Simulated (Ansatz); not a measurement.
Single-point calculation, with input and output: P

The run: single-point calculation of P (4 atoms in the cell). Method and program: DFT r2SCAN, scalar-relativistic, plane waves, PAW, no spin polarisation (Ansatz 0.2.0).

The structure derives from a Materials Project entry. It belongs to a series of runs on one base structure; here: strain -0.050 along x and y, -0.025 along z, atoms carried along. Figures and captions count atoms from 1; the log counts them from 0 in places.

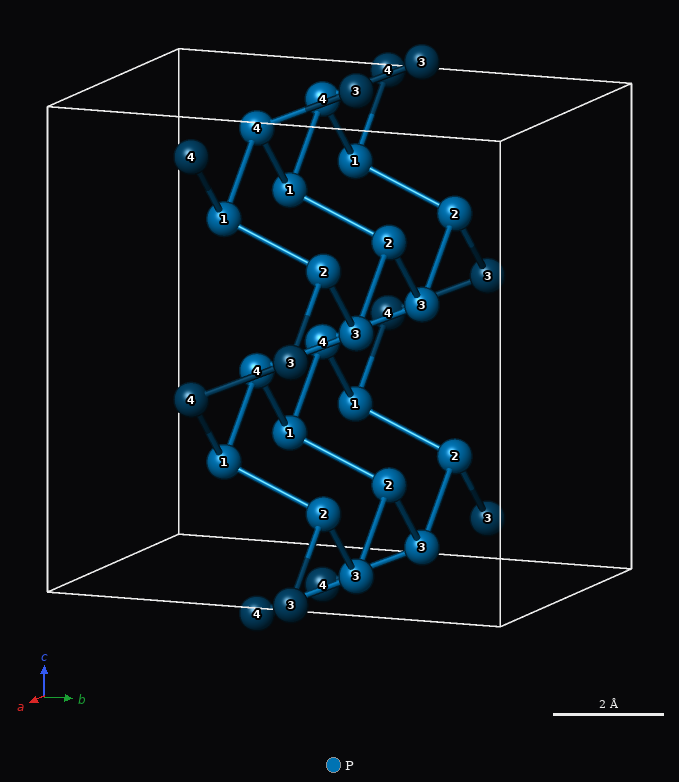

Figure 1. The structure (ball-and-stick view of the 2 × 2 repeat of the cell, with the vacuum cut short, seen slightly off an axis; neighbours outside the cell are drawn fainter; atoms are numbered from 1 in the order of the input). An atom can appear more than once, as a periodic image. Near neighbours in the periodic cell (some may lie outside the picture): P has 3 P at 2.11 to 2.14 Å.

Results in brief:

- outcome: converged
- space group (tolerance 0.01 Å): Pmna (53)
- electrons treated: 20
- free energy: −3036.1011 eV
- Fermi energy: −2.581 eV
- gap on the k-point mesh: 1.09 eV
- pressure: 2.16 GPa
- largest force (length of the vector): 1.407 eV/Å
- hardware: 1 thread of Intel Xeon @ 2.50GHz (Skylake/Cascade Lake), 189 GiB of memory available, shared host
- wall time: 72 s
- peak memory: 1.5 GiB

Notes:

Warnings of the run: the exchange-correlation potential is rough where the density is thin.

Input file:
```yaml
crystal:
  lattice:
    - [3.119541334, 0.0, 0.0]
    - [0.0, 33.1141794405, 0.0]
    - [0.0, 0.0, 4.5162825922]
  atoms:
    - { symbol: P, position: [0.0, 0.97026143, 0.59215072] }
    - { symbol: P, position: [0.0, 0.02973857, 0.40784928] }
    - { symbol: P, position: [0.5, 0.02973857, 0.09215072] }
    - { symbol: P, position: [0.5, 0.97026143, 0.90784928] }
basis:
  ecutwfc: 500
kpoints:
  mp_grid: { grid: [8, 1, 6] }
hamiltonian:
  xc: r2scan
scf:
  occupations: { method: gaussian, width: 0.05 }
output:
  forces: true
  stress: true
  eigenvalues: true
  write_density: true
  write_potential: true
  elf: true
  volumetric_format: npy
```

Run as:
```bash
ansatz run input.yaml --threads 1 --pin off --max-ram 2560MiB --backend cpu --events-out ev --progress --plain --runs-dir out
```

Output:
```
Engine: ansatz 0.2.0, x86_64-unknown-linux-gnu
Pseudopotentials: kind: paw
Pseudopotential: P, paw, valence charge 5, recommended cutoff 500 eV (meta_gga), P.paw.azcp
Functional definition: r2SCAN
  parameter k0 = 0.174
  parameter k1 = 0.065
  parameter a1 = 4.9479
  exchange = r2scan_x(k0 = k0, k1 = k1, a1 = a1)
  correlation = r2scan_c
Crystal: 4 atoms, lattice volume = 466.537 Å³
Basis set: ecut = 500 eV, 11783 PW (Γ), exchange–correlation on 96×972×144 points (64 copies of the dense FFT grid, shifted against one another)
Bands: 14, of which v1, the nominal top of the filled ones, is band 10 counted from 1 (9 counted from 0)
Symmetry: 8 space group operations
Space group: Pmna (ITA 53), of the structure as read, at distance tolerance 7.8e-5 Å
k-points: 20 of 48
Non-local potential: P, projectors of the file, l = 0: 2, l = 1: 2, l = 2: 2
PAW form: soft (Blöchl's): semilocal exchange-correlation on the pseudo side does not see the compensation charge
PAW frozen core: P, regenerated for the run's functional (the file was generated under x = pbe(κ = 0.804, μ = 0.2195149727645171), c = pbe(β = 0.06672455060314922))
PAW one-centre angular grid: P, 302 points (default); XC on 160 Gauss nodes
Initial density: superposition of atomic densities (neutral atoms: chi_scale 0, normalization atom), corrected by the library's trained network
Initial wavefunctions: pseudopotential atomic-orbital guess
Functional: x = r2scan, c = r2scan; τ floored in thin density (d = 2e-4 eV/Å³)
SCF iter   1: F=—  HF=-3036.055676 eV  |F-HF|=—  |Δ(HF+E_count)|=         —  Δρ=2.00e-3  dr2=2.39e-2  dr2_τ=5.94e-2  ethr=1.77e-3  ⟨swp⟩=13.2  Hψ=2901  notcnv=0
preconditioner: auto → Resta (q_TF=auto, 1.614 Å⁻¹)  ε∞=1.6  [insulator: Δε(μ)=1.064 eV  Ē_g=10.015 eV  σ=0.050 eV  W_gap=1.00  n_scr=34 (ndim 8)  ℏωp=7.7 eV  f_vac=0.800  D(μ)=0.00/eV (n_scr^D=0)  ε∞_Penn≈1.6  vacuum switching on, ρ_ref=7.3e-3 e/Å³]
SCF iter   2: F=—  HF=-3036.100116 eV  |F-HF|=—  |Δ(HF+E_count)|=   4.44e-2  Δρ=1.08e-3  dr2=3.49e-3  dr2_τ=1.16e-4  ethr=1.19e-4  ⟨swp⟩=3.0  Hψ=781  notcnv=0
SCF iter   3: F=—  HF=-3036.100890 eV  |F-HF|=—  |Δ(HF+E_count)|=   7.74e-4  Δρ=3.17e-4  dr2=4.44e-4  dr2_τ=1.29e-5  ethr=1.75e-5  ⟨swp⟩=2.8  Hψ=489  notcnv=0
SCF iter   4: F=—  HF=-3036.101033 eV  |F-HF|=—  |Δ(HF+E_count)|=   1.43e-4  Δρ=5.12e-5  dr2=1.50e-5  dr2_τ=8.52e-7  ethr=2.22e-6  ⟨swp⟩=2.2  Hψ=439  notcnv=0
SCF iter   5: F=—  HF=-3036.101106 eV  |F-HF|=—  |Δ(HF+E_count)|=   7.33e-5  Δρ=1.56e-5  dr2=1.03e-6  dr2_τ=5.32e-8  ethr=7.49e-8  ⟨swp⟩=2.8  Hψ=565  notcnv=0
SCF iter   6: F=-3036.101109 eV  HF=-3036.101109 eV  |F-HF|=1.46e-7  |Δ(HF+E_count)|=   3.07e-6  Δρ=2.56e-6  dr2=3.37e-8  dr2_τ=8.64e-10  ethr=5.00e-10  ⟨swp⟩=17.4  Hψ=3025  notcnv=0
SCF 1 converged in 6 iterations: F = -3036.101109 eV  dr2 = 3.37e-8
  greatest PAW one-centre occupation: 0.804 electrons in one spin orbital (limit 2), on the P atom at site 3 (counted from 0), in its partial waves of l = 0
WARN: The output density's exchange-correlation potential varies sharply where the density is thin. Do not read a vacuum level from v_tot or v_xc, or from such a field of the output density. On a cell that repeats whose density bears no net charge and no dipole along the vacuum's axis use v_es (v_loc + v_h of the components); under efield.dipole_correction with no amplitude use v_es + v_field, which holds any external_charges[].barrier, or the levels of the report's work_function block, which leave it out; under a non-zero efield.amplitude the vacuum is tilted and has no level; on a cell that repeats and bears such a dipole with no correction it is tilted too, and efield.dipole_correction with no amplitude gives each side of its ramp a level where efield: is served; in a cell that repeats whose density bears a net charge (total_charge, or a fill off its count) it is curved and has none; of a slab under crystal.periodic whose density bears no net charge use v_es, which has a level on each side, short of where the two are joined; of another it falls or rises all the way out and has none; of a slab beside external_charges read slab_vacuum_level instead, which it has where they leave it neutral. The grid or the basis barely resolves most such structure, and the values can differ between equally converged runs; as a rule a tighter scf.convergence.dr2_threshold does not remove it. Where the density itself ripples (under the LDA too) a higher basis.ecutwfc lessens it. The files hold the spikes' plane waves up to the density's cutoff. Files: v_tot_of_output_density and the like, and their columns of v_z.tsv (output.write_potential); v_xc_of_output_density and the like, and their columns of v_comp_z.tsv (output.write_potential_components). Measured: with its Gaussian average of σ = 0.25 Å subtracted twice, the exchange-correlation potential is over 0.1 eV at 368 of the grid points where the equally averaged density (valence and model cores) is under 1e-3 e/Å³, and 0.239 eV at the most among them, at an averaged density of 9.0e-4 e/Å³. The input density's (outcome.potential() and, of a run that writes arrays, v_tot and v_xc) is over 0.1 eV, so measured, at 376 points of its own thin density, 0.231 eV at the most. See output.write_potential in the manual, Limitations
SCF converged after 6 iterations
Free energy (F): -3036.101109 eV
Harris-Foulkes:  -3036.101109 eV  (|F-HF|=1.46e-7)
Internal energy: -3036.101109 eV  (E = F + TS)
E sigma→0 (E₀):  -3036.101109 eV
Fermi energy:    -2.580560 eV
--- Per-component energies (eV) ---
  E_band       = -201.626266
  E_kinetic    = 290.743281
  E_local      = -11261.903180  (includes V_loc(G=0)·N_el)
  E_nonlocal   = 135.091060
  E_hartree    = 5459.567260
  E_xc         = -236.642971
  E_vxc        = -265.528349  (∫ρ·V_xc dr)
  E_paw        = -2303.659216  (= ΣΔE_a)
  E_vpaw       = -31.769604  (= ΣTr[D̂ρ^β])
  E_aug_tail   = 0.000002  (compensation charges beyond the density's cutoff)
  E_vtau       = 12.600803  (kinetic-family band-sum trace: ∫τ·v_τ [+ j·A + Jᵃ·Aᵃ] dr)
  E_ewald      = 4881.066022
  E_core_change = -0.363369  (= ΣΔE_core)
  E_smearing   = -0.000000  (= −TS)
  E_closure    = -0.000000  (closes the sum)
  Σ components = -3036.101109   (vs F -3036.101109, Δ=0.00e0)
--- Forces (eV/Å), atoms counted from 1 ---
  atom   1  P      0.00000000    -1.26016582    -0.62508746
  atom   2  P      0.00000000     1.26016582     0.62508746
  atom   3  P      0.00000000     1.26016582    -0.62508746
  atom   4  P      0.00000000    -1.26016582     0.62508746
  max |Σ_I F_I| component: 4.44e-16 eV/Å
--- Stress (GPa, compression-positive) ---
        2.936926       0.000000       0.000000
        0.000000       1.704748       0.000000
        0.000000       0.000000       1.829598
  P = ⅓ Tr σ = 2.1571 GPa (21.571 kbar)
--- Band table (eV; the first three rows and the last of 20) ---
  k-point 0: bands = ["-20.1517", "-17.1360", "-13.4590", "-9.9047", "-8.7203", "-7.7729", "-6.8831", "-5.1402", "-4.9478", "-3.2115", "-2.0354", "-1.1056", "0.4283", "0.6881"]
  k-point 1: bands = ["-19.9985", "-17.3970", "-13.4568", "-10.4320", "-8.0644", "-7.6969", "-6.7667", "-5.0822", "-4.5238", "-4.1133", "-1.2689", "-0.9740", "0.2221", "0.6579"]
  k-point 2: bands = ["-19.5535", "-18.0698", "-13.1907", "-11.5005", "-7.2633", "-6.5415", "-6.4373", "-5.4564", "-5.3694", "-3.9524", "-0.6975", "-0.1007", "-0.0621", "0.7795"]
  k-point 19: bands = ["-16.2945", "-16.2945", "-14.1500", "-14.1500", "-9.0333", "-9.0333", "-8.1508", "-8.1508", "-4.2510", "-4.2510", "-0.4475", "-0.4475", "0.8075", "0.8075"]
```

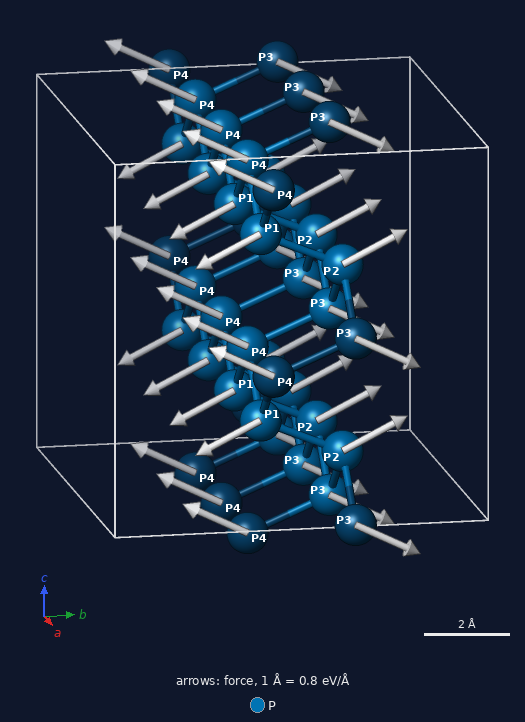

Figure 2. Forces on the atoms as white arrows (ball-and-stick view of the 3 × 2 repeat of the cell, with the vacuum cut short, seen slightly off an axis; neighbours outside the cell are drawn fainter; atoms are numbered from 1 in the order of the input). The largest act on all 4 P atoms (1.41 eV/Å). The geometry is not a stationary point of this energy.

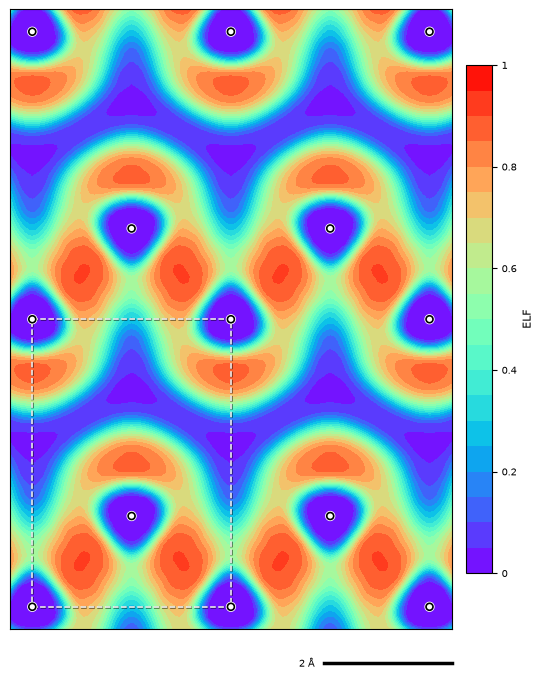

Figure 3. ELF on the (010) plane of the conventional cell. Circles mark the nuclei in the plane (P). The section cuts through P sites. Core electrons are frozen (PAW), so the fields are smoothed inside the atomic spheres.

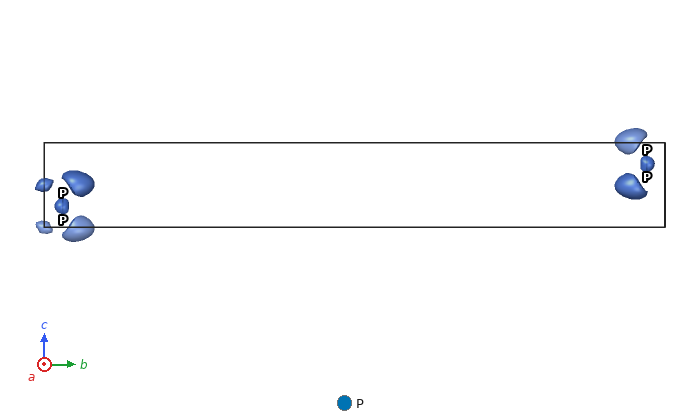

Figure 4. Isosurface of the electron localisation function at 0.85 (blue), seen along the a axis. Only the valence region is drawn (cores and ρ < 0.01 e/Å³ removed). Sticks mark near contacts. The outline is the cell set on symmetry axes. Along the contacts the grid gives the following.
